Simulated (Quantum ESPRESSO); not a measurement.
System: NaCl (space group Pm-3m).

Calculation (Quantum ESPRESSO 7.5): plane-wave DFT, no spin polarisation; energies at scaled volumes of the given cell, shape and fractions fixed, counted from the fit's minimum, third-order Birch-Murnaghan fit. All runs: no spin polarisation.

k mesh 8×8×8; occupations Fermi–Dirac; smearing width 0.05 eV.

Settings that differ: rev-vdW-DF2: density cutoff 4790 eV, wave cutoff 1200 eV, potentials PseudoDojo-0.4.1-SR-PBE-standard; PBE: density cutoff 5990 eV, wave cutoff 748 eV, potentials SSSP-1.3-efficiency-PBE.

Predict the energy against volume, with one curve for each functional. The cases: rev-vdW-DF2; PBE.

The fitted equilibrium volumes, smallest first, are rev-vdW-DF2 20.864, PBE 21.636 Å³/atom. The fitted bulk moduli, smallest first, are PBE 25.7, rev-vdW-DF2 27.8 GPa.

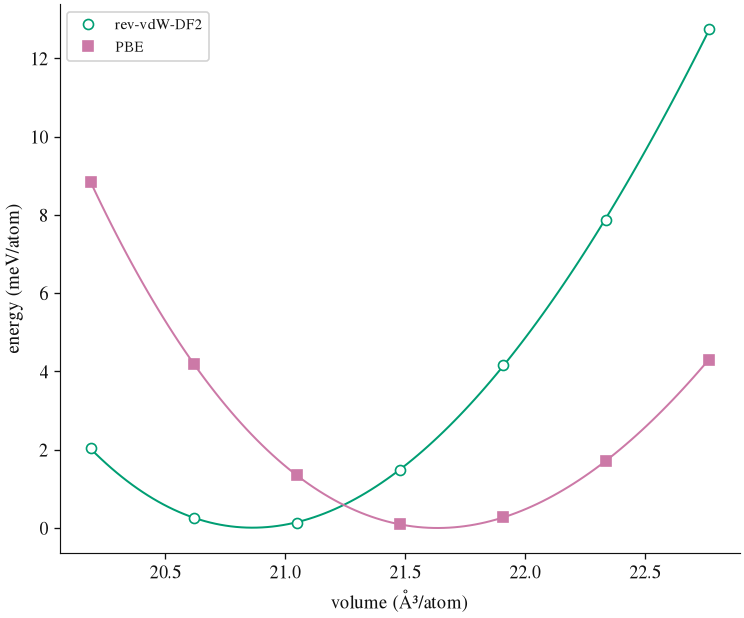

Caveats: potentials made for another functional (rev-vdW-DF2).
